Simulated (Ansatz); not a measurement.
## Run report: Mo$_{5}$Si, geometry relaxation (part 2 of 2)

Mo$_{5}$Si (slab, 6 atoms in the cell); DFT LDA, scalar-relativistic, plane waves, PAW, no spin polarisation (Ansatz 0.2.0); cutoff 420 eV, 9×9×1 k-mesh, Gaussian smearing of 0.1 eV. The structure derives from an entry of the Crystallography Open Database. The input holds or restrains some coordinates. Forces given for the steps count only the free coordinates.

Geometry of the input (Å; fractional positions):
```
3.1113  0.0000  0.0000
0.0000  3.1113  0.0000
0.0000  0.0000  25.2226
Mo 0.5000  0.5000  0.3370
Mo 0.0000  0.0000  0.3987
Mo 0.5000  0.5000  0.4588
Mo 0.0000  0.0000  0.5229
Mo 0.5000  0.5000  0.5771
Si 0.5000  0.5000  0.6826
```

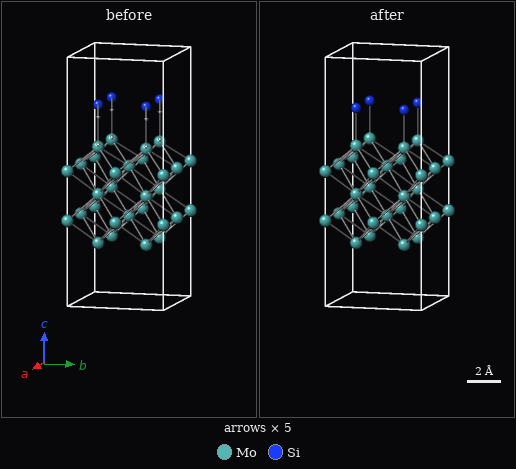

Figure 1. Before (left) and after (right) the restrained relaxation, at one scale (ball-and-stick view of the 2 × 2 repeat of the cell, with the vacuum cut short, seen slightly off an axis). The white arrows give the displacements, magnified 5 times. The energy falls by 38.6 meV per atom in 4 geometry steps. The largest force component goes from 1.9 to 0.0023 eV/Å. Si6 moves most: 0.20 Å. By element the largest moves are Si 0.20 Å, Mo 0.07 Å. The cell stays as it was. Among the contacts that change: Mo5–Si6 2.660 → 2.393 Å, Mo4–Mo5 2.591 → 2.633 Å, Mo3–Mo4 2.730 → 2.722 Å. Among the angles that change: Mo4–Mo5–Mo4 116.2° → 113.3°. (Atoms are counted from 1 in the order of the input.)

```
WARN: The output density's exchange-correlation potential varies sharply where the density is thin. Do not read a vacuum level from v_tot or v_xc, or from such a field of the output density. On a cell that repeats whose density bears no net charge and no dipole along the vacuum's axis use v_es (v_loc + v_h of the components); under efield.dipole_correction with no amplitude use v_es + v_field, which holds any external_charges[].barrier, or the levels of the report's work_function block, which leave it out; under a non-zero efield.amplitude the vacuum is tilted and has no level; on a cell that repeats and bears such a dipole with no correction it is tilted too, and efield.dipole_correction with no amplitude gives each side of its ramp a level where efield: is served; in a cell that repeats whose density bears a net charge (total_charge, or a fill off its count) it is curved and has none; of a slab under crystal.periodic whose density bears no net charge use v_es, which has a level on each side, short of where the two are joined; of another it falls or rises all the way out and has none; of a slab beside external_charges read slab_vacuum_level instead, which it has where they leave it neutral. The grid or the basis barely resolves most such structure, and the values can differ between equally converged runs; as a rule a tighter scf.convergence.dr2_threshold does not remove it. Where the density itself ripples (under the LDA too) a higher basis.ecutwfc lessens it. The files hold the spikes' plane waves up to the density's cutoff. Files: v_tot_of_output_density and the like, and their columns of v_z.tsv (output.write_potential); v_xc_of_output_density and the like, and their columns of v_comp_z.tsv (output.write_potential_components). Measured: with its Gaussian average of σ = 0.25 Å subtracted twice, the exchange-correlation potential is over 0.1 eV at 56 of the grid points where the equally averaged density (valence and model cores) is under 1e-3 e/Å³, and 0.208 eV at the most among them, at an averaged density of 1.1e-7 e/Å³. The input density's (outcome.potential() and, of a run that writes arrays, v_tot and v_xc) is over 0.1 eV, so measured, at 56 points of its own thin density, 0.203 eV at the most. See output.write_potential in the manual, Limitations
SCF converged after 6 iterations
Free energy (F): -24817.804704 eV
Harris-Foulkes:  -24817.804704 eV  (|F-HF|=5.29e-9)
Internal energy: -24817.769816 eV  (E = F + TS)
E sigma→0 (E₀):  -24817.787260 eV
Entropy (-TS):   -0.034888 eV (-5.815 meV/atom)
Fermi energy:    4.290805 eV
Dipole field:    D = -0.035118 V/Å  (p = -0.047387 e·Å, saw-weighted, corrected)
Work function:   Φ+ = 5.2204 eV   Φ− = 4.3346 eV
Levels:          The Fermi level and band energies are counted from a zero that moves with the ramp; work functions are not
--- Per-component energies (eV) ---
  E_band       = -1424.896719
  E_kinetic    = 2241.683257
  E_local      = -98771.442208  (includes V_loc(G=0)·N_el)
  E_nonlocal   = 769.896375
  E_hartree    = 48130.916567
  E_xc         = -961.523297
  E_vxc        = -1183.322145  (∫ρ·V_xc dr)
  E_paw        = -15933.523842  (= ΣΔE_a)
  E_vpaw       = -741.000473  (= ΣTr[D̂ρ^β])
  E_aug_tail   = 0.000166  (compensation charges beyond the density's cutoff)
  E_efield     = 0.000832  (sawtooth field / dipole correction)
  E_vefield    = -2.543554  (∫n·V_field dr)
  E_ewald      = 39703.773923
  E_core_change = 2.448412  (= ΣΔE_core)
  E_smearing   = -0.034888  (= −TS)
  E_closure    = -0.000000  (closes the sum)
  Σ components = -24817.804704   (vs F -24817.804704, Δ=0.00e0)
--- Forces (eV/Å), atoms counted from 1 ---
  atom   1  Mo     0.00000000     0.00000000     1.31534035
  atom   2  Mo    -0.00000000     0.00000000    -1.31250504
  atom   3  Mo     0.00000000     0.00000000    -0.00075978
  atom   4  Mo     0.00000000     0.00000000    -0.00079800
  atom   5  Mo     0.00000000     0.00000000    -0.00229598
  atom   6  Si     0.00000000     0.00000000     0.00105780
  max |Σ_I F_I| component: 3.93e-5 eV/Å
--- Band table (eV; the first three rows and the last of 15) ---
  k-point 0: bands = ["-56.7555", "-56.5031", "-56.3251", "-56.2639", "-55.9449", "-31.0818", "-30.9994", "-30.9994", "-30.8565", "-30.6233", "-30.6233", "-30.6046", "-30.3868", "-30.3868", "-30.2674", "-30.0798", "-30.0798", "-29.9436", "-29.7848", "-29.7848", "-4.1507", "-2.2386", "-0.9942", "-0.7399", "-0.5794", "0.1551", "0.6190", "0.9230", "1.8985", "2.6456", "3.0106", "3.0106", "3.2320", "3.4730", "3.4730", "4.0248", "4.1949", "4.1968", "4.2287", "4.2287", "5.5715", "5.6414", "5.6970", "5.6970", "6.4497"]
  k-point 1: bands = ["-56.7417", "-56.4968", "-56.3188", "-56.2704", "-55.9514", "-31.1205", "-31.0896", "-30.9709", "-30.8140", "-30.7106", "-30.6044", "-30.5286", "-30.4808", "-30.3819", "-30.1850", "-30.1293", "-30.0987", "-29.9189", "-29.8063", "-29.8022", "-3.9892", "-1.9890", "-0.8064", "-0.5516", "-0.4513", "0.2660", "0.7429", "0.9361", "1.9611", "2.6152", "2.7181", "2.7320", "2.9573", "3.5944", "3.6128", "3.7220", "3.8960", "4.2931", "4.8379", "4.8648", "4.9813", "5.3011", "5.8218", "6.2730", "6.5071"]
  k-point 2: bands = ["-56.7041", "-56.4808", "-56.3095", "-56.2807", "-55.9695", "-31.2522", "-31.2047", "-30.8904", "-30.8281", "-30.7920", "-30.5544", "-30.5478", "-30.5048", "-30.3669", "-30.1919", "-30.1537", "-30.1173", "-29.8957", "-29.8666", "-29.8249", "-3.5251", "-1.3405", "-0.4721", "-0.3511", "0.0865", "0.4518", "0.5793", "1.5202", "2.0584", "2.1497", "2.6156", "2.6995", "3.1729", "3.2122", "3.4193", "3.4804", "3.8699", "4.7968", "4.8146", "5.0920", "5.2246", "5.3087", "5.4189", "5.7866", "6.4444"]
  k-point 14: bands = ["-56.5858", "-56.4221", "-56.3435", "-56.2117", "-55.9945", "-31.4491", "-31.4330", "-31.0575", "-31.0033", "-30.7970", "-30.7600", "-30.6475", "-30.5396", "-30.4894", "-30.3793", "-30.1923", "-30.1804", "-30.1636", "-29.8628", "-29.8609", "-0.7992", "-0.3532", "-0.0193", "0.8373", "0.9498", "1.2117", "1.2811", "1.4228", "1.5269", "2.0512", "2.0552", "2.2562", "3.1028", "3.1153", "4.1531", "4.1955", "5.0462", "5.7621", "5.9079", "6.1423", "6.3249", "6.4001", "6.4522", "6.7677", "6.8301"]
--- Relaxed structure (5 steps of the walk, 5 accepted, 0 SCFs on fresh bases) ---
  F+E_penalty+E_count = -24817.80470385 eV   max|allowed force component| = 2.296e-3 eV/Å
  atoms:
    - { symbol: Mo, position: [0.5, 0.5, 0.33699869979999997] }
    - { symbol: Mo, position: [0.0, 0.0, 0.39867589699999995] }
    - { symbol: Mo, position: [0.5, 0.5, 0.45884665882325115] }
    - { symbol: Mo, position: [-6.190064295314943e-35, 0.0, 0.5223940654677646] }
    - { symbol: Mo, position: [0.5, 0.5, 0.579756988470203] }
    - { symbol: Si, position: [0.5, 0.5, 0.674617661331514] }
```

## Trajectory as extended XYZ (Å, eV, eV/Å), 5 frames, from step=1 to step=5
```
6
Lattice="3.1113 0.0000 0.0000 0.0000 3.1113 0.0000 0.0000 0.0000 25.2226" Properties=species:S:1:pos:R:3:forces:R:3 step=1 energy=-24817.57285
Mo    1.5557    1.5557    8.5000    0.0000   0.0000   1.2002
Mo    0.0000    0.0000   10.0557    0.0000   0.0000  -1.1802
Mo    1.5557    1.5557   11.5715    0.0000   0.0000  -0.0929
Mo    0.0000    0.0000   13.1880    0.0000   0.0000  -0.5165
Mo    1.5557    1.5557   14.5571    0.0000   0.0000   1.8559
Si    1.5557    1.5557   17.2171    0.0000   0.0000  -1.2670
6
Lattice="3.1113 0.0000 0.0000 0.0000 3.1113 0.0000 0.0000 0.0000 25.2226" Properties=species:S:1:pos:R:3:forces:R:3 step=2 energy=-24817.78998
Mo    1.5557    1.5557    8.5000    0.0000   0.0000   1.3114
Mo    0.0000    0.0000   10.0557    0.0000   0.0000  -1.2671
Mo    1.5557    1.5557   11.5693    0.0000   0.0000   0.2753
Mo    0.0000    0.0000   13.1971    0.0000   0.0000  -0.0207
Mo    1.5557    1.5557   14.6700    0.0000   0.0000  -0.6462
Si    1.5557    1.5557   17.0232    0.0000   0.0000   0.3486
6
Lattice="3.1113 0.0000 0.0000 0.0000 3.1113 0.0000 0.0000 0.0000 25.2226" Properties=species:S:1:pos:R:3:forces:R:3 step=3 energy=-24817.79929
Mo    1.5557    1.5557    8.5000    0.0000   0.0000   1.2839
Mo    0.0000    0.0000   10.0557    0.0000   0.0000  -1.4400
Mo    1.5557    1.5557   11.5683    0.0000   0.0000  -0.1798
Mo    0.0000    0.0000   13.1464    0.0000   0.0000   0.1392
Mo    1.5557    1.5557   14.5833    0.0000   0.0000   0.1754
Si    1.5557    1.5557   16.9760    0.0000   0.0000   0.0196
6
Lattice="3.1113 0.0000 0.0000 0.0000 3.1113 0.0000 0.0000 0.0000 25.2226" Properties=species:S:1:pos:R:3:forces:R:3 step=4 energy=-24817.80455
Mo    1.5557    1.5557    8.5000    0.0000   0.0000   1.3222
Mo    0.0000    0.0000   10.0557    0.0000   0.0000  -1.2962
Mo    1.5557    1.5557   11.5750    0.0000   0.0000  -0.0054
Mo    0.0000    0.0000   13.1788    0.0000   0.0000  -0.0092
Mo    1.5557    1.5557   14.6257    0.0000   0.0000   0.0343
Si    1.5557    1.5557   17.0235    0.0000   0.0000  -0.0454
6
Lattice="3.1113 0.0000 0.0000 0.0000 3.1113 0.0000 0.0000 0.0000 25.2226" Properties=species:S:1:pos:R:3:forces:R:3 step=5 energy=-24817.80470
Mo    1.5557    1.5557    8.5000    0.0000   0.0000   1.3153
Mo    0.0000    0.0000   10.0557    0.0000   0.0000  -1.3125
Mo    1.5557    1.5557   11.5733    0.0000   0.0000  -0.0008
Mo    0.0000    0.0000   13.1762    0.0000   0.0000  -0.0008
Mo    1.5557    1.5557   14.6230    0.0000   0.0000  -0.0023
Si    1.5557    1.5557   17.0156    0.0000   0.0000   0.0011
```

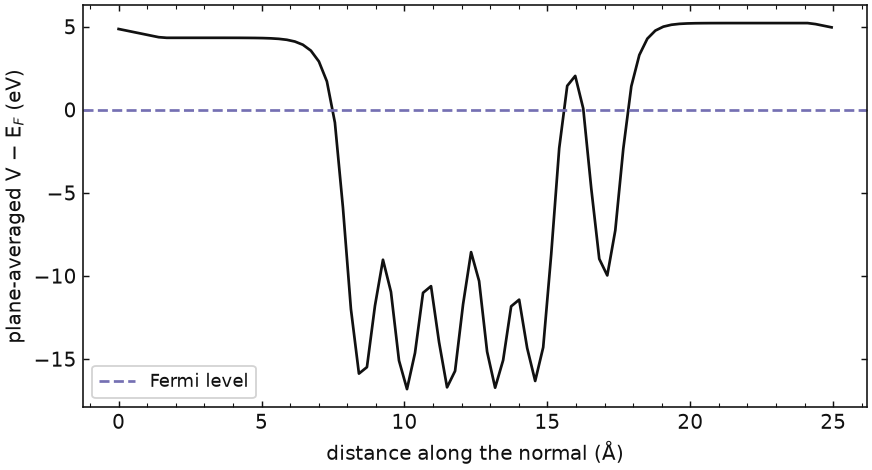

Figure 2. Plane average of the electrostatic potential energy of an electron across the cell, from the Fermi level. The vacuum level lies 5.22 eV above the Fermi level on the upper side and 4.33 eV on the lower.

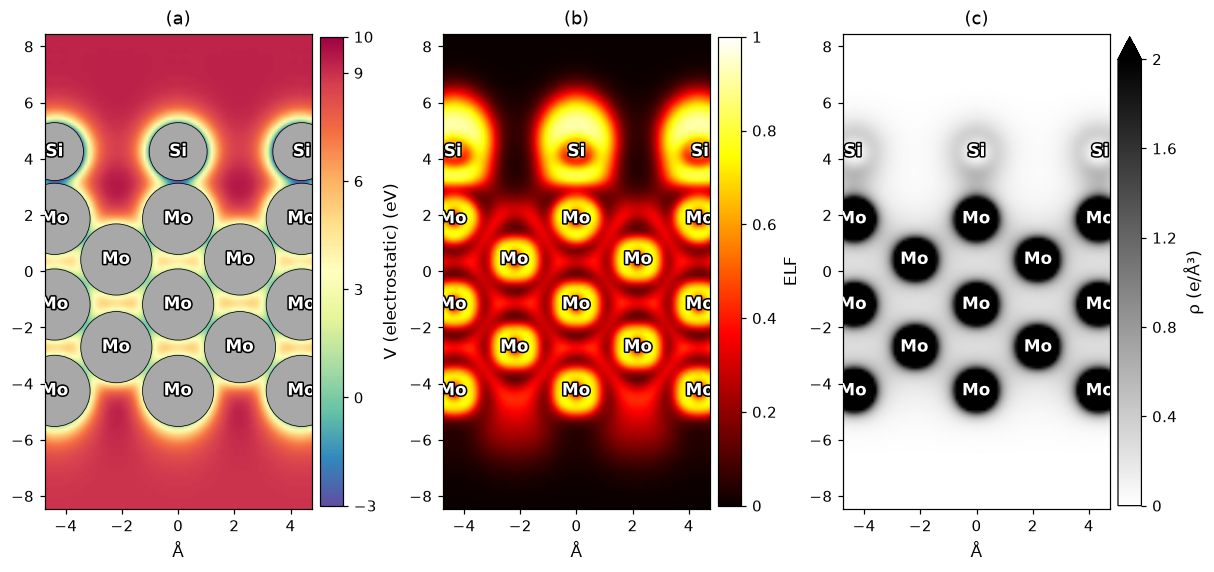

Figure 3. (a) electrostatic potential energy of an electron; (b) electron localisation function; (c) valence charge density (pseudo) on the (110) plane of the calculation cell, a cut from vacuum to vacuum. Grey discs, where drawn, cover atomic cores. Atoms in the plane: Mo and Si. Si–Mo (2.39 Å): the density is about 0.59 e/Å³ at the midpoint; the ELF is about 0.50 at the midpoint. Mo–Mo (2.63 Å): the density is about 0.45 e/Å³ at the midpoint; the ELF is about 0.35 at the midpoint; no localised pair between them. Mo–Mo (2.69 Å): ρ at the midpoint is about 0.41 e/Å³; the ELF is about 0.35 at the midpoint (no localised pair between them). The density dies away to nearly zero in the vacuum. The strong features right at Mo lie inside the PAW spheres (semicore, d or f shells) and say nothing about bonding. Core electrons are frozen (PAW), so the fields are smoothed inside the atomic spheres.

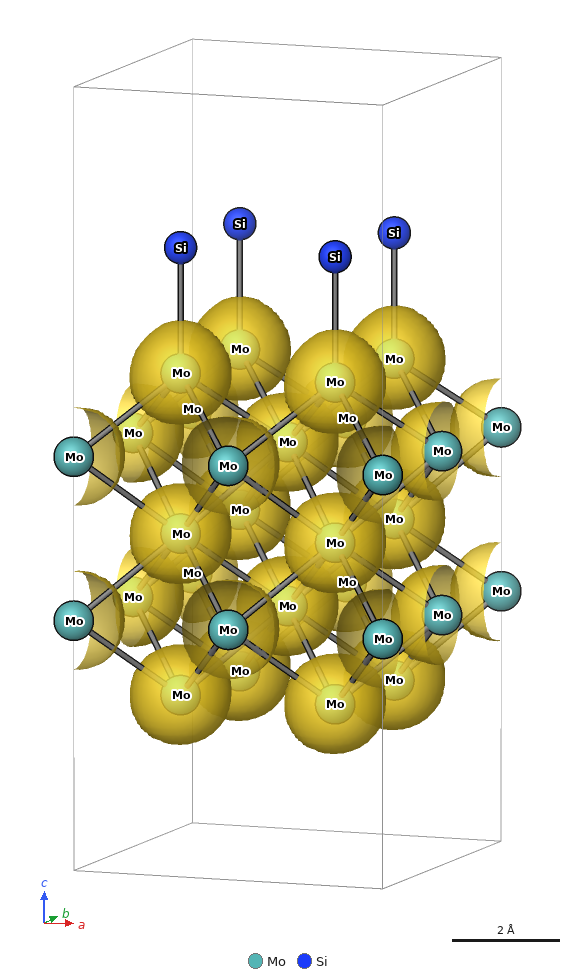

Figure 4. Isosurface of the valence charge density (pseudo) at 0.8 e/Å³ (yellow), seen slightly off an axis. Sticks mark near contacts. At this value the density breaks into separate islands; it holds about 65 % of the electrons treated as valence (semicore included). It is pinched off along the Si–Mo (2.39 Å), Mo–Mo (2.63 Å) and Mo–Mo (2.69 Å) contacts. On the grid the lowest density along these lines, outside the cores, is 0.57 e/Å³ (Si–Mo, 2.39 Å), 0.45 e/Å³ (Mo–Mo, 2.63 Å) and 0.41 e/Å³ (Mo–Mo, 2.69 Å).

## Key numbers

- outcome: converged under the restraints of the input
- electrons treated: 74
- free energy: −24817.8047 eV
- work function, top face: 5.22 eV
- work function, bottom face: 4.33 eV
- Fermi energy: 4.291 eV
- gap on the k-point mesh: none (metallic)
- final volume: 244.16 Å³
- work function (upper face): 5.22 eV
- largest force (length of the vector) at the end, held atoms and coordinates included: 1.315 eV/Å
- hardware: 1 thread of Arm Neoverse V2, 128 GiB of memory available, shared host
- wall time: 97 s
- peak memory: 0.44 GiB

## Notes

Warnings of the run: the exchange-correlation potential is rough where the density is thin.
